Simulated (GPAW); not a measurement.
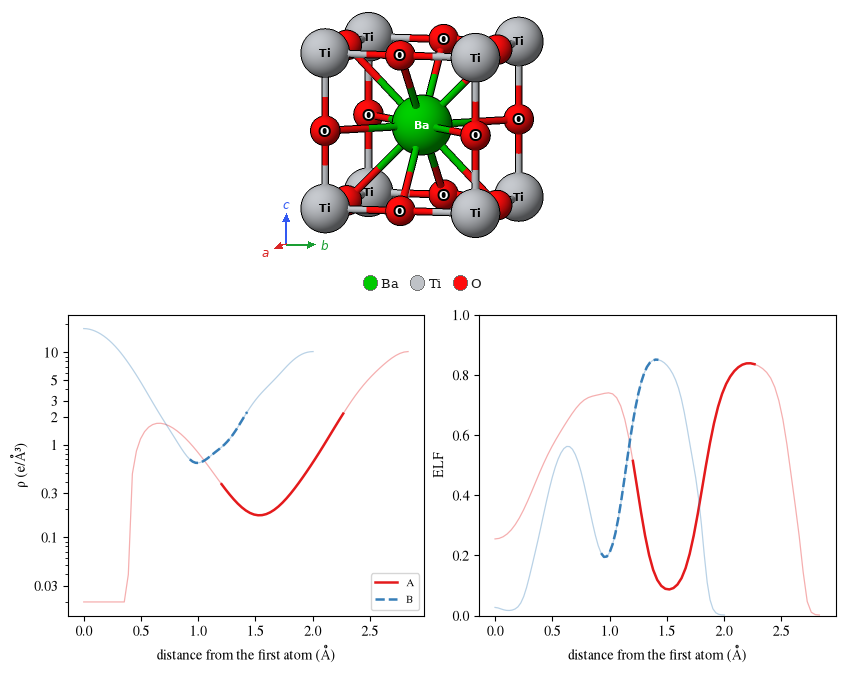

Figure 1: BaTiO3. Valence charge density (pseudo) and electron localisation function along straight lines between neighbouring atoms. Thin, pale parts lie inside the atomic spheres. The structure is drawn too.

Space group Pm-3m; computed pressure about −3 GPa in this cell.

These are results of GPAW 26.7.0, Kohn-Sham DFT of a periodic cell, PBEsol, PAW data sets made by gpaw-setup for the functional, not measurements.

In a PAW calculation such maps are meaningful between the atoms, not at the nuclei.

### Which curve belongs to which contact (Ba–O and Ti–O)? The first atom named is at distance zero.

Curve A: Ba–O (2.83 Å): ρ is about 0.19 e/Å³ halfway; the ELF is about 0.10 at the midpoint: an ionic contact with no shared pair. Curve B: Ti–O (2.00 Å): ρ is about 0.64 e/Å³ halfway; the ELF peaks at about 0.85 in the valence shell of O, 0.6 Å from its nucleus, and is about 0.20 at the midpoint (no localised pair shows between them).
